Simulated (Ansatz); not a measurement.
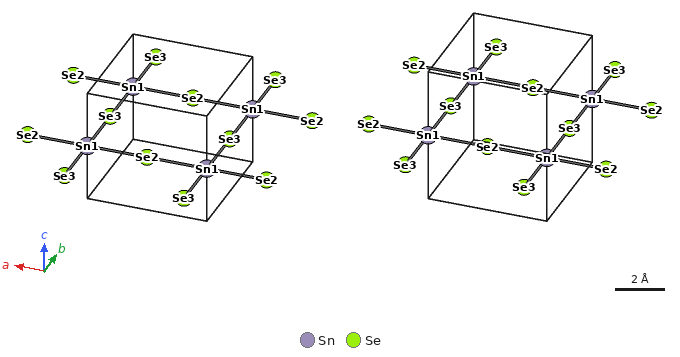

Two geometries of a crystal of SnSe2 (a generated structure, set up in P4/mmm), drawn at one scale. One is the start of a relaxation, the other its converged end. Style: ball-and-stick. Shown: the cell of the calculation, from a free direction.

Computed with DFT PBE, scalar-relativistic, plane waves, PAW in Ansatz 0.2.0. Settings: plane-wave cutoff 420 eV; k-point mesh 10 × 10 × 10; occupations gaussian; smearing width 0.1 eV; no spin polarisation; cell and atoms relaxed; force threshold 0.01 eV/Å; at most 80 steps.

> Which geometry has the lower energy?

The right one is the relaxed one. The atoms keep their places relative to the cell (all moves are under 0.005 Å). Cell: a = b 5.303 → 5.267 Å (−0.7 %), c 5.019 → 6.048 Å (+20.5 %). Volume +18.9 %. Near-neighbour distances that change, for instance: Sn1–Se2 2.651 → 2.634 Å. The space group stays P4/mmm (No. 123). After 8 accepted moves (10 points after the start) the energy has fallen by 7.9 meV per atom. All forces vanish by symmetry, so only the cell relaxes. Pressure: −0.41 GPa at the start and 0.01 GPa at the end. The SCF was repeated twice at an unchanged geometry on a basis and grid sized afresh for the cell, which shifted the energy by 0.9 meV per atom at most.

Limits of the set-up: layers or molecules are held without a dispersion correction, so their spacing is unreliable.
